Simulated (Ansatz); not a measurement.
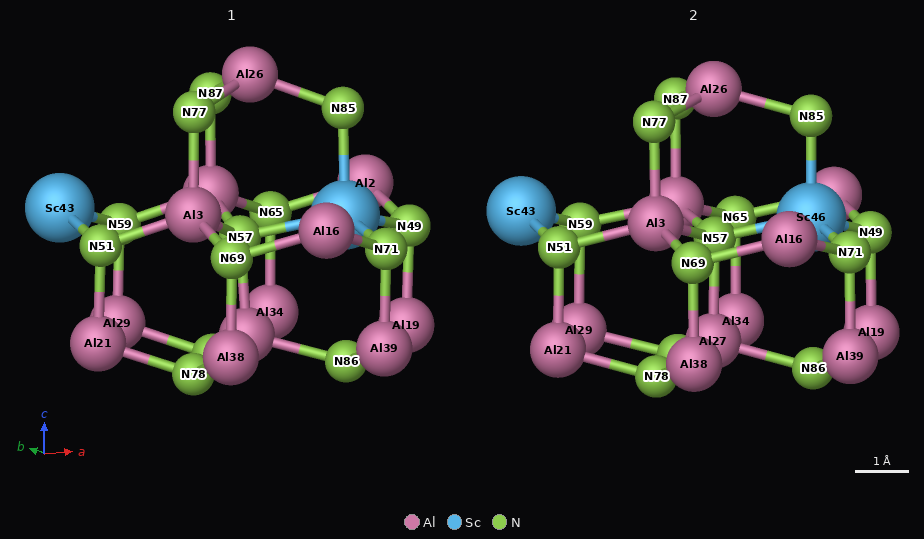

Two geometries of a crystal of Al₃₉Sc₉N₄₈ (a generated structure, set up in P1), drawn at one scale. One is the start of a relaxation, the other its converged end. A ball-and-stick model of the atoms within 4.2 Å of the atom that moves most (axes of the cell of the calculation (origin shifted)), seen slightly off an axis.

These are results of DFT, PBEsol, PAW, plane waves in Ansatz, not measurements. (plane-wave cutoff 420 eV; k-point mesh 1 × 1 × 1; mesh shifted by (0.5, 0.5, 0.5); no spin polarisation; cell relaxed at fixed alpha, beta, gamma; force threshold 0.03 eV/Å; at most 80 steps)

> Which geometry has the lower energy?

Structure 1 is the relaxed one. The energy falls by 8.665 eV per cell of the calculation in 5 accepted moves (7 points after the start). Largest force component: 4.1 eV/Å at the start, 0.0046 eV/Å at the end. The pressure goes from 3.11 to −0.01 GPa. At 2 points the geometry stayed and the basis and grid were re-selected for the new cell (energy shift of 52.8 meV per cell of the calculation at most each time). An N atom moves most relative to the cell: 0.24 Å along [−3 2 −2]. Largest moves by element: N 0.24 Å, Al 0.18 Å, Sc 0.10 Å. Cell: a 9.671 → 9.558 Å (−1.2 %), b 11.167 → 11.098 Å (−0.6 %), c 9.766 → 10.030 Å (+2.7 %). Volume +0.9 %. Some distances before and after: N–Sc 1.895 → 2.062 Å, Al–N 2.045 → 1.883 Å, N–Sc 1.911 → 2.055 Å, Al–N 2.022 → 1.910 Å. Among the angles between lasting bonds that change: Al–N–Sc 115.7° → 106.7°, N–Al–N 102.1° → 110.1°, Al–N–Al 102.3° → 110.3°. The space group stays P1 (No. 1).
